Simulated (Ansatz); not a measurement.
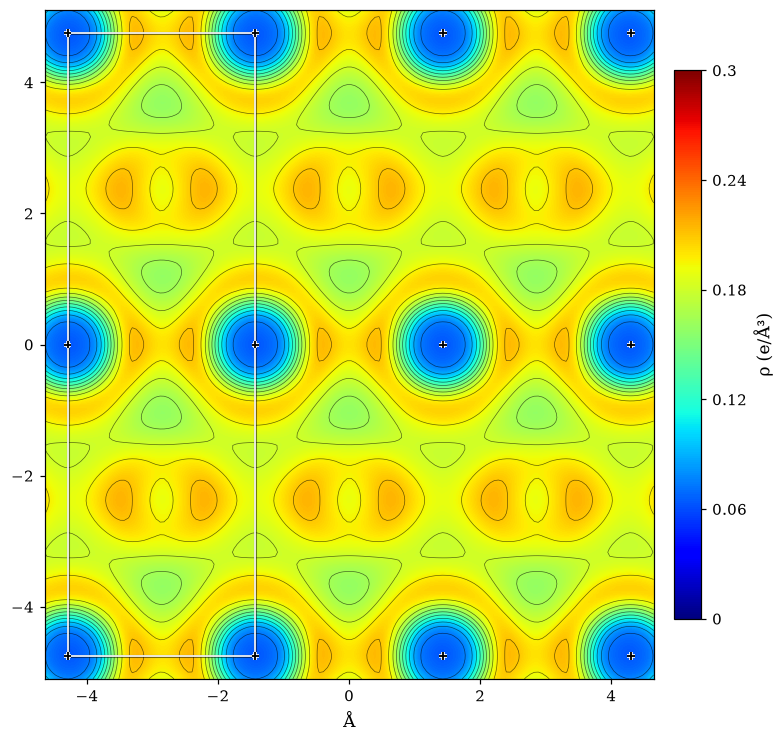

The valence pseudo-density on a plane through atoms (crosses mark nuclei in the plane).

The calculation used DFT, RPBE, plane waves (420 eV) with PAW, scalar-relativistic (Ansatz).

Candidates:
A. Al, a = 2.86 Å, b = 2.86 Å, c = 9.50 Å, α = 90.00°, β = 90.00°, γ = 120.00°. Space group P6₃/mmc; set up as Al, dhcp; a generated structure, not necessarily the stable one.
B. Ni, a = 2.51 Å, b = 2.51 Å, c = 4.12 Å, α = 89.99°, β = 90.01°, γ = 120.00°. Space group P6₃/mmc; set up as Ni, beta-Sn type; a generated structure, not necessarily the stable one; spin-polarised.

Which system is this?

Candidate A: Al on the (100) plane of the conventional cell, which holds Al. Al–Al (2.86 Å): ρ at the midpoint is about 0.2 e/Å³.
